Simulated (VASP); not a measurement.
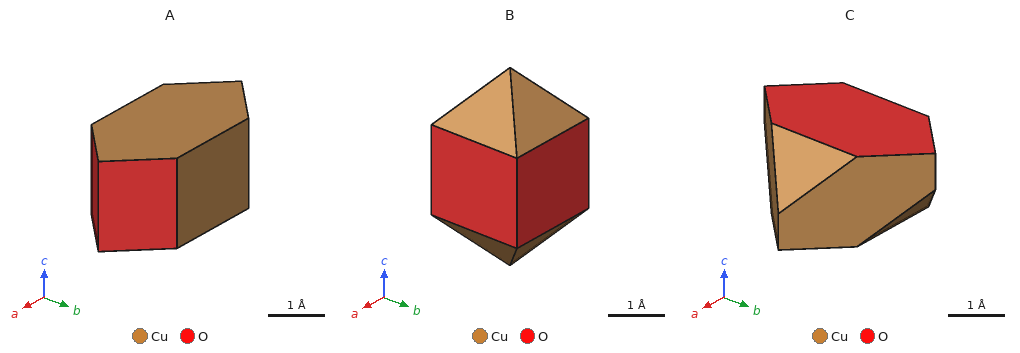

Computed Voronoi cells of the 3 sites of this structure, drawn to one scale and in one orientation; each face has the colour of the neighbour behind it.

Cu3O2, space group I4/mmm (No. 139), a = 3.993 Å, b = 3.993 Å, c = 7.307 Å, α = 90.00°, β = 90.00°, γ = 90.00°

```csv
site,Wyckoff,x,y,z
Cu1,2a,0.0000,0.0000,0.0000
Cu2,4d,0.0000,0.5000,0.2500
O,4c,0.0000,0.5000,0.0000
```

Origin: the end point of a relaxation with VASP Kohn-Sham DFT of a periodic cell, r2SCAN, VASP PAW PBE potentials, recommended in VASP.

Question: Which cell belongs to which site?

Answer: A is O (8 faces above 1 % of the solid angle, 10.9 Å³, mostly facing Cu); B is Cu1 (12 faces above 1 % of the solid angle, 10.2 Å³, mostly facing O); C is Cu2 (10 faces above 1 % of the solid angle, 13.1 Å³, facing Cu 57 %, O 43 %).
